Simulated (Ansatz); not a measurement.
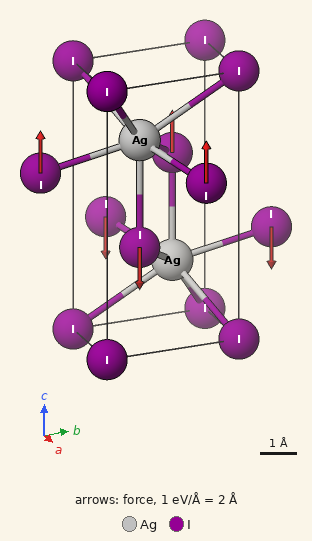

Starting geometry of a crystal of Ag2I3 (built on the A-type sesquioxide_164 type) (coarse preliminary run) with the computed forces as red arrows. Style: ball-and-stick. Shown: the cell of the calculation, slightly off an axis.

Case: A-type sesquioxide type (P-3m1, No. 164).

Method: DFT PBE, scalar-relativistic, plane waves, PAW (Ansatz 0.2.0).

The input:
```yaml
crystal:
  lattice:
    - [4.9447503178, 0.0, 0.0]
    - [-2.4723751589, 4.2822793906, 0.0]
    - [0.0, 0.0, 7.6932282864]
  atoms:
    - { symbol: Ag, position: [0.3333333333, 0.6666666667, 0.245] }
    - { symbol: Ag, position: [0.6666666667, 0.3333333333, 0.755] }
    - { symbol: I, position: [0.0, 0.0, 0.0] }
    - { symbol: I, position: [0.3333333333, 0.6666666667, 0.645] }
    - { symbol: I, position: [0.6666666667, 0.3333333333, 0.355] }
basis:
  ecutwfc: 420
kpoints:
  mp_grid: { grid: [6, 6, 2] }
hamiltonian:
  xc: pbe
scf:
  occupations: { method: gaussian, width: 0.1 }
  lower_state_search: "off"
output:
  forces: true
  stress: true
  eigenvalues: true
relax:
  adjacent_minimum: "off"
  f_tol: 0.04
  max_steps: 70
  cell: { stress_tol: 0.4 }
```

Run as
```bash
ansatz run input.yaml --threads 1 --pin off --max-ram 2560MiB --backend cpu --events-out ev --progress --plain --runs-dir out
```

### Is this structure relaxed? If not, where do the atoms go?

It isn't relaxed: the largest force vector, on I atoms, is 0.62 eV/Å. The final displacements follow the starting forces only in part (cosine between the two patterns 0.44). The largest moves relative to the cell, 0.63 Å, are those of Ag1 and Ag2. Ag1 goes along −c. By element the largest moves are Ag 0.63 Å, I 0.27 Å. Cell: a = b 4.945 → 4.293 Å (−13.2 %), c 7.693 → 10.321 Å (+34.2 %). Volume +1.1 %. Near-neighbour distances that change, for instance: Ag1–I4 3.077 → 5.028 Å, Ag1–I3 3.421 → 3.121 Å, Ag1–I5 2.978 → 2.898 Å. Bonds break: Ag1–I4 (3.08 → 5.03 Å), Ag2–I5 (3.08 → 5.03 Å). Bond angles that change, for instance: Ag1–I5–Ag1 112.3° → 95.6°, I5–Ag1–I5 112.3° → 95.6°, I3–Ag1–I5 75.9° → 88.6°. The space group stays P-3m1 (No. 164). The energy falls by 188 meV per atom in 12 accepted moves (16 points after the start). The largest force component goes from 0.62 to 0.017 eV/Å. Pressure: 0.65 GPa at the start and 0.07 GPa at the end. The line search rejected the trial steps at points 8, 9 of the run. At 2 points the geometry stayed and the basis and grid were re-selected for the new cell (energy shift of 9.4 meV per atom at most each time).

Limits of the set-up: the k-point mesh is coarse for a cell with partly filled bands; an odd number of electrons was run without spin polarisation, which fails if the electron would localise.
